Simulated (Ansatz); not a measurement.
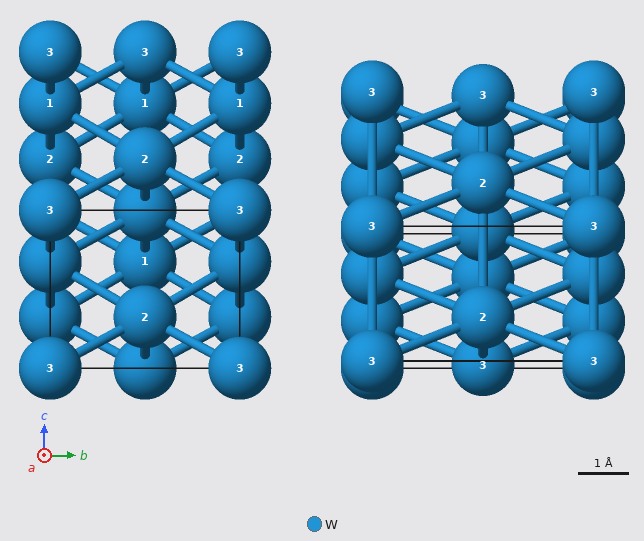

Two geometries of crystalline W (built on the Te_12 type) (coarse preliminary run), drawn at one scale. One is the start of a relaxation, the other its converged end. The picture is a ball-and-stick view of the conventional cell (2 times the calculation's cell), repeated 1 × 1 × 2 with one cell outlined, seen along the a axis. Lengths and directions refer to the drawn axes.

The calculation used DFT PBE, scalar-relativistic, plane waves, PAW (Ansatz 0.2.0). (plane-wave cutoff 420 eV; k-point mesh 6 × 6 × 6; occupations gaussian; smearing width 0.1 eV; no spin polarisation; cell and atoms relaxed; force threshold 0.04 eV/Å; at most 70 steps)

Q: Which one is relaxed?

A: The right one is the relaxed one. Case: Te type (C2/m, No. 12). The largest moves relative to the cell, 0.076 Å, are those of W1 and W2. W2 goes along [1 0 1]. The volume changes by +12.7 %, with a 6.897 → 7.818 Å (+13.3 %), b 3.863 → 4.513 Å (+16.8 %), c 3.225 → 2.743 Å (−14.9 %), β 91.9° → 90.0°. Near-neighbour distances that change, for instance: W1–W1 3.225 → 2.743 Å, W1–W3 2.437 → 2.762 Å, W1–W2 2.474 → 2.762 Å, W1–W3 (another image) 2.527 → 2.761 Å. Among the angles between lasting bonds that change: W3–W1–W3 99.7° → 109.6°, W1–W3–W2 80.3° → 70.4°, W2–W1–W3 79.0° → 70.4°. The space group (tolerance 0.01 Å) goes from C2/m (No. 12) to R-3m (No. 166). The energy falls by 3.374 eV per cell of the calculation in 7 accepted moves (9 points after the start). The largest force component goes from 2.6 to 0.00029 eV/Å. The pressure goes from 65.23 to −0.03 GPa. The SCF was repeated twice at an unchanged geometry on a basis and grid sized afresh for the cell, which shifted the energy by 13.7 meV per cell of the calculation at most.
